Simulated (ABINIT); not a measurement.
# Run report: SnSe₂, positron calculation (part 2 of 2)

Continued. System: SnSe₂ (P-3m1, 3 atoms in the cell). Method: Kohn-Sham DFT of a periodic cell, LDA, JTH PAW LDA v2.0 sp, no spin polarisation (ABINIT 10.8.3); cutoff 272.11 eV, 6×6×4 k-mesh, fermi-dirac of 0.05 eV. The structure derives from an entry of the Crystallography Open Database.

Geometry of the input (Å; fractional positions):
```
3.8110  0.0000  0.0000
-1.9055  3.3004  0.0000
0.0000  0.0000  6.1360
Sn 0.0000  0.0000  0.0000
Se 0.6667  0.3333  0.7510
Se 0.3333  0.6667  0.2490
```

## Log, continued
```
 cartesian forces (eV/Angstrom) at end:
    1     -0.00000000000000    -0.00000000000000    -0.00000000000000
    2      0.00000000000000     0.00000000000000    -0.51879086030042
    3     -0.00000000000000    -0.00000000000000     0.51879086030042
 frms,max,avg= 2.4456036E-01 5.1879086E-01   0.000E+00  0.000E+00  0.000E+00 e/A
 length scales=  7.201746265835  7.201746265835 11.595359508570 bohr
              =  3.811000000000  3.811000000000  6.136000000000 angstroms
 Fermi (or HOMO) energy (hartree) =   0.02013   Average Vxc (hartree)=  -0.36372
 Eigenvalues (hartree) for nkpt=  24  k points:
 kpt#   1, nband= 12, wtk=  0.00694, kpt=  0.0000  0.0000  0.0000 (reduced coord)
  -0.50933   -0.44344   -0.21957   -0.01721   -0.01721   -0.00694   -0.00694    0.00853
   0.03940    0.11193    0.17528    0.17528
      occupation numbers for kpt#   1
   2.00000    2.00000    2.00000    2.00000    2.00000    2.00000    2.00000    1.99639
   0.00006    0.00000    0.00000    0.00000
 prteigrs : prtvol=0 or 1, do not print more k-points.

--- !EnergyTerms
iteration_state     : {dtset: 1, }
comment             : Components of total free energy in Hartree
kinetic             :  8.09230653349784E+00
hartree             :  2.59235497515592E+00
xc                  : -1.69309983680664E+01
Ewald energy        : -2.13601273525060E+01
psp_core            :  2.70989019778740E+00
local_psp           : -7.98797421066997E+00
PAW spherical_terms :  9.82547240319809E+00
internal            : -2.30590758216031E+01
'-kT*entropy'       : -3.98792292218592E-06
total_energy        : -2.30590798095261E+01
total_energy_eV     : -6.27469527173916E+02
...

--- !EnergyTermsDC
iteration_state     : {dtset: 1, }
comment             : '"Double-counting" decomposition of free energy'
band_energy         : -2.96707081059447E+00
Ewald energy        : -2.13601273525060E+01
psp_core            :  2.70989019778740E+00
xc_dc               : -1.02940541581181E+01
PAW spherical_terms :  8.85228525014670E+00
internal            : -2.30590768732844E+01
'-kT*entropy'       : -3.98792292218592E-06
total_energy_dc     : -2.30590808612073E+01
total_energy_dc_eV  : -6.27469555791621E+02
...

--- !EnergyTermsWithPAWCore
iteration_state     : {dtset: 1, }
comment             : 'Components of total free energy, including PAW core contributions'
Total energy        : -1.10259509553616E+04
Total energy DC     : -1.10259509564133E+04
Total energy (eV)   : -3.00031410175587E+05
Total energy DC (eV): -3.00031410204205E+05
...

 Cartesian components of stress tensor (hartree/bohr^3)
  sigma(1 1)= -1.95273311E-05  sigma(3 2)=  0.00000000E+00
  sigma(2 2)= -1.95273313E-05  sigma(3 1)=  0.00000000E+00
  sigma(3 3)= -7.12911837E-05  sigma(2 1)=  0.00000000E+00

-Cartesian components of stress tensor (GPa)         [Pressure=  1.0822E+00 GPa]
- sigma(1 1)= -5.74513915E-01  sigma(3 2)=  0.00000000E+00
- sigma(2 2)= -5.74513921E-01  sigma(3 1)=  0.00000000E+00
- sigma(3 3)= -2.09745904E+00  sigma(2 1)=  0.00000000E+00

================================================================================
== DATASET  2 ==================================================================

--- !DatasetInfo
iteration_state: {dtset: 2, }
dimensions: {natom: 3, nkpt: 1, mband: 1, nsppol: 1, nspinor: 1, nspden: 1, mpw: 393, }
cutoff_energies: {ecut:  10.0, pawecutdg:  20.0, }
electrons: {nelect:   1.00000000E+00, charge:   0.00000000E+00, occopt:   2.00000000E+00, tsmear:   1.00000000E-02, }
meta: {optdriver: 0, ionmov: 0, optcell: 0, iscf: 17, paral_kgb: 0, }
...

 mkfilename : getden/=0, take file _DEN from output of DATASET   1.

 Exchange-correlation functional for the present dataset will be:
  LDA: Perdew-Wang 92 LSD fit to Ceperley-Alder data - ixc=7
  J.P.Perdew and Y.Wang, PRB 45, 13244 (1992)

 Real(R)+Recip(G) space primitive vectors, cartesian coordinates (Bohr,Bohr^-1):
 R(1)=  7.2017463  0.0000000  0.0000000  G(1)=  0.1388552  0.0801681  0.0000000
 R(2)= -3.6008731  6.2368952  0.0000000  G(2)=  0.0000000  0.1603362  0.0000000
 R(3)=  0.0000000  0.0000000 11.5953595  G(3)=  0.0000000  0.0000000  0.0862414
 Unit cell volume ucvol=  5.2082339E+02 bohr^3
 Angles (23,13,12)=  9.00000000E+01  9.00000000E+01  1.20000000E+02 degrees

 Coarse grid specifications (used for wave-functions):

 getcut: wavevector=  0.0000  0.0000  0.0000  ngfft=  24  24  36
         ecut(hartree)=     10.000   => boxcut(ratio)=   2.18099

 Fine grid specifications (used for densities):

 getcut: wavevector=  0.0000  0.0000  0.0000  ngfft=  30  30  48
         ecut(hartree)=     20.000   => boxcut(ratio)=   2.05625

--- Pseudopotential description ------------------------------------------------
- pspini: atom type   1  psp file is ./Sn.LDA_PW-JTH_sp.xml
 Pseudopotential format is: paw10
 basis_size (lnmax)=  5 (lmn_size= 13), orbitals=   0   0   1   1   2
 Spheres core radius: rc_sph= 2.70161971
 Shapefunction is SIN type: shapef(r)=[sin(pi*r/rshp)/(pi*r/rshp)]**2
 Radius for shape functions =  2.11181860
 Compensation charge density is not taken into account in XC energy/potential

- pspini: atom type   2  psp file is ./Se.LDA_PW-JTH.xml
 Pseudopotential format is: paw10
 basis_size (lnmax)=  4 (lmn_size=  8), orbitals=   0   0   1   1
 Spheres core radius: rc_sph= 2.21132333
 Shapefunction is BESSEL type: shapef(r,l)=aa(1,l)*jl(q(1,l)*r)+aa(2,l)*jl(q(2,l)*r)
 Radius for shape functions =  2.00656599
 Compensation charge density is not taken into account in XC energy/potential

--------------------------------------------------------------------------------

================================================================================

--- !BeginCycle
iteration_state: {dtset: 2, }
solver: {iscf: 17, nstep: 80, nline: 4, wfoptalg: 10, }
tolerances: {toldfe: 1.00E-09, }
...

     iter   Etot(hartree)      deltaE(h)  residm     nres2
 ETOT  1  -23.120430617879    -2.312E+01 5.607E-01 7.417E-02
 ETOT  2  -23.363919473042    -2.435E-01 4.757E-02 1.671E-01
 ETOT  3  -23.369866269070    -5.947E-03 1.001E-02 1.127E-01
 ETOT  4  -23.370054457048    -1.882E-04 3.537E-04 4.884E-02
 ETOT  5  -23.370097593216    -4.314E-05 9.519E-05 1.488E-02
 ETOT  6  -23.370110857420    -1.326E-05 2.696E-05 2.526E-04
 ETOT  7  -23.370114469655    -3.612E-06 8.109E-06 2.539E-05
 ETOT  8  -23.370115541757    -1.072E-06 2.385E-06 2.015E-06
 ETOT  9  -23.370115858390    -3.166E-07 7.107E-07 2.853E-08
 ETOT 10  -23.370115951729    -9.334E-08 2.120E-07 5.030E-09
 ETOT 11  -23.370115979431    -2.770E-08 6.255E-08 1.987E-09
 ETOT 12  -23.370115987781    -8.350E-09 1.883E-08 2.948E-09
 ETOT 13  -23.370115990215    -2.434E-09 5.514E-09 4.934E-10
 ETOT 14  -23.370115990932    -7.167E-10 1.672E-09 3.870E-11
 ETOT 15  -23.370115991129    -1.977E-10 4.867E-10 1.462E-11

 At SCF step   15, etot is converged :
  for the second time, diff in etot=  1.977E-10 < toldfe=  1.000E-09

--- !ResultsGS
iteration_state: {dtset: 2, }
comment   : Summary of ground state results
lattice_vectors:
- [  7.2017463,   0.0000000,   0.0000000, ]
- [ -3.6008731,   6.2368952,   0.0000000, ]
- [  0.0000000,   0.0000000,  11.5953595, ]
lattice_lengths: [   7.20175,    7.20175,   11.59536, ]
lattice_angles: [ 90.000,  90.000, 120.000, ] # degrees, (23, 13, 12)
lattice_volume:   5.2082339E+02
convergence: {deltae: -1.977E-10, res2:  1.462E-11, residm:  4.867E-10, diffor:  0.000E+00, }
etotal    :  -2.33701160E+01
entropy   :   0.00000000E+00
fermie    :  -3.11035084E-01
cartesian_stress_tensor: null
pressure_GPa: null
xred      :
- [  0.0000E+00,   0.0000E+00,   0.0000E+00, Sn]
- [  6.6667E-01,   3.3333E-01,   7.5100E-01, Se]
- [  3.3333E-01,   6.6667E-01,   2.4900E-01, Se]
cartesian_forces: null
force_length_stats: {min: null, max: null, mean: null, }
...

 Integrated electronic density in atomic spheres:
 ------------------------------------------------
 Atom  Sphere_radius  Integrated_density
    1        2.70162          0.01260938
    2        2.21132          0.02145892
    3        2.21132          0.02145892

--------------------------------------------------------------------------------
 Results for electron-positron annihilation:

2 computations of positron lifetime have been performed (with different enhancement factors).

########## Lifetime computation 1

 # Zero-positron density limit of Arponen and Pajanne provided by Boronski & Nieminen
   + GGA corrections
   Ref.: Boronski and R.M. Nieminen, Phys. Rev. B 34, 3820 (1986)
         B. Barbiellini, M.J. Puska, T. Torsti and R.M.Nieminen, Phys. Rev. B 51, 7341 (1995)
 # Enhancement factor of Boronski & Nieminen
   Ref.: Boronski and R.M. Nieminen, Phys. Rev. B 34, 3820 (1986)

 Positron lifetime                         (ps)   =  3.51452641E+02
 Positron lifetime with IPM for core elec. (ps)   =  3.56114766E+02
 Annihilation rate                         (ns-1) =  2.84533358E+00
 Annihilation rate with IPM for core elec. (ns-1) =  2.80808351E+00

 Annihilation rate core/valence decomposition:
   Core    contribution to ann.rate          (ns-1) =  1.68286462E-01
   Valence contribution to ann.rate          (ns-1) =  2.67704712E+00
   Core    contribution to ann.rate with IPM (ns-1) =  1.13488170E-01
   Valence contribution to ann.rate with IPM (ns-1) =  2.69459534E+00

 Annihilation rate PAW decomposition:
   Plane-wave contribution to ann.rate          (ns-1) =  2.85841190E+00
   Plane-wave valence contribution to ann.rate  (ns-1) =  2.69471744E+00
   On-site core contribution to ann.rate        (ns-1) =  4.59199511E-03
   On-site valence contribution to ann.rate     (ns-1) = -1.76703212E-02
   Plane-wave contribution to ann.rate with IPM (ns-1) =  2.79351995E+00
   Plane-wave core contrb. to ann.rate with IPM (ns-1) =  7.47845829E-02

########## Lifetime computation 2

 # Zero-positron density limit of Arponen and Pajanne provided by Boronski & Nieminen
   + GGA corrections
   Ref.: Boronski and R.M. Nieminen, Phys. Rev. B 34, 3820 (1986)
         B. Barbiellini, M.J. Puska, T. Torsti and R.M.Nieminen, Phys. Rev. B 51, 7341 (1995)
 # Enhancement factor of Boronski & Nieminen IN THE RPA LIMIT
   Ref.: Boronski and R.M. Nieminen, Phys. Rev. B 34, 3820 (1986)

 Positron lifetime                         (ps)   =  2.82598117E+02
 Positron lifetime with IPM for core elec. (ps)   =  2.85502229E+02
 Annihilation rate                         (ns-1) =  3.53859400E+00
 Annihilation rate with IPM for core elec. (ns-1) =  3.50259962E+00

 Annihilation rate core/valence decomposition:
   Core    contribution to ann.rate          (ns-1) =  1.69414613E-01
   Valence contribution to ann.rate          (ns-1) =  3.36917938E+00
   Core    contribution to ann.rate with IPM (ns-1) =  1.13488170E-01
   Valence contribution to ann.rate with IPM (ns-1) =  3.38911145E+00

 Annihilation rate PAW decomposition:
   Plane-wave contribution to ann.rate          (ns-1) =  3.55170320E+00
   Plane-wave valence contribution to ann.rate  (ns-1) =  3.38686005E+00
   On-site core contribution to ann.rate        (ns-1) =  4.57146362E-03
   On-site valence contribution to ann.rate     (ns-1) = -1.76806654E-02
   Plane-wave contribution to ann.rate with IPM (ns-1) =  3.48807475E+00
   Plane-wave core contrb. to ann.rate with IPM (ns-1) =  7.47845829E-02

      (*) IPM=Independent particle Model

================================================================================

 ----iterations are completed or convergence reached----

 Mean square residual over all n,k,spin=   48.668E-11; max=  48.668E-11
 reduced coordinates (array xred) for    3 atoms
       0.000000000000      0.000000000000      0.000000000000
       0.666666666667      0.333333333333      0.751000000000
       0.333333333333      0.666666666667      0.249000000000
 rms dE/dt=  0.0000E+00; max dE/dt=  0.0000E+00; dE/dt below (all hartree)
    1       0.000000000000      0.000000000000      0.000000000000
    2       0.000000000000      0.000000000000      0.000000000000
    3       0.000000000000      0.000000000000      0.000000000000

 cartesian coordinates (angstrom) at end:
    1      0.00000000000000     0.00000000000000     0.00000000000000
    2      1.90550000000000     1.10014093796060     4.60813600000000
    3      0.00000000000000     2.20028187592120     1.52786400000000
 length scales=  7.201746265835  7.201746265835 11.595359508570 bohr
              =  3.811000000000  3.811000000000  6.136000000000 angstroms
 Fermi (or HOMO) energy (hartree) =  -0.31104   Average Vxc (hartree)=  -0.28715
 Eigenvalues (hartree) for nkpt=   1  k points:
 kpt#   1, nband=  1, wtk=  1.00000, kpt=  0.0000  0.0000  0.0000 (reduced coord)
  -0.31104

--- !EnergyTerms
iteration_state     : {dtset: 2, }
comment             : Components of total free energy in Hartree
kinetic             :  9.17360798211300E-02
local_psp           : -5.46170720581683E-01
PAW spherical_terms : -9.26519897443417E-04
positronic          : -4.55361160657999E-01
electronic          : -2.30590808612073E+01
electron_positron_interaction:  1.44326180327001E-01
total_energy        : -2.33701158415383E+01
total_energy_eV     : -6.35933248777419E+02
...

--- !EnergyTermsDC
iteration_state     : {dtset: 2, }
comment             : '"Double-counting" decomposition of free energy'
band_energy         : -3.11035083662344E-01
PAW spherical_terms :  0.00000000000000E+00
electron_positron_dc: -1.44326226586543E-01
positronic          : -4.55361310248888E-01
electronic          : -2.30590808612073E+01
electron_positron_interaction:  1.44326180327001E-01
total_energy_dc     : -2.33701159911292E+01
total_energy_dc_eV  : -6.35933252847995E+02
...

== END DATASET(S) ==============================================================
================================================================================

 -outvars: echo values of variables after computation  --------
            acell      7.2017462658E+00  7.2017462658E+00  1.1595359509E+01 Bohr
           etotal1    -2.3059080861E+01
           etotal2    -2.3370115991E+01
            fcart1    -9.9703419097E-29 -0.0000000000E+00 -0.0000000000E+00
                       3.4896196684E-28  3.4538277512E-28 -1.0088875952E-02
                      -2.4925854774E-28 -3.4538277512E-28  1.0088875952E-02
            fcart2     9.9999999999E+99  9.9999999999E+99  9.9999999999E+99
                       9.9999999999E+99  9.9999999999E+99  9.9999999999E+99
                       9.9999999999E+99  9.9999999999E+99  9.9999999999E+99
            rprim      1.0000000000E+00  0.0000000000E+00  0.0000000000E+00
                      -5.0000000000E-01  8.6602540380E-01  0.0000000000E+00
                       0.0000000000E+00  0.0000000000E+00  1.0000000000E+00
           strten1    -1.9527331074E-05 -1.9527331260E-05 -7.1291183700E-05
                       0.0000000000E+00  0.0000000000E+00  0.0000000000E+00
           strten2     9.9999999999E+99  9.9999999999E+99  9.9999999999E+99
                       9.9999999999E+99  9.9999999999E+99  9.9999999999E+99
           xangst      0.0000000000E+00  0.0000000000E+00  0.0000000000E+00
                       1.9055000000E+00  1.1001409380E+00  4.6081360000E+00
                       1.0959915238E-16  2.2002818759E+00  1.5278640000E+00
             xred      0.0000000000E+00  0.0000000000E+00  0.0000000000E+00
                       6.6666666667E-01  3.3333333333E-01  7.5100000000E-01
                       3.3333333333E-01  6.6666666667E-01  2.4900000000E-01
 Calculation completed.
```

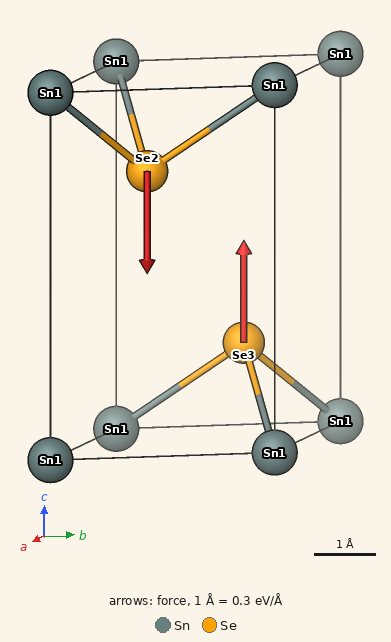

*Forces on the atoms as red arrows (ball-and-stick view of the cell of the calculation, seen slightly off an axis; atoms are numbered from 1 in the order of the input).*

The largest act on Se2, Se3 (0.52 eV/Å). The geometry is not a stationary point of this energy.

## Summary

```tsv
quantity	value
outcome	converged
space group (tolerance 0.01 Å)	P-3m1 (164)
electrons treated	16
free energy	−627.4696 eV
positron lifetime (one of the program's estimates)	282.6 ps
Fermi energy	0.548 eV
gap on the k-point mesh	0.64 eV
pressure	1.08 GPa
largest force (length of the vector)	0.519 eV/Å
wall time	9.4 s
peak memory	0.08 GiB
```

Points of doubt noted for this run: cutoff too low for stress; PAW basis incomplete for positron.
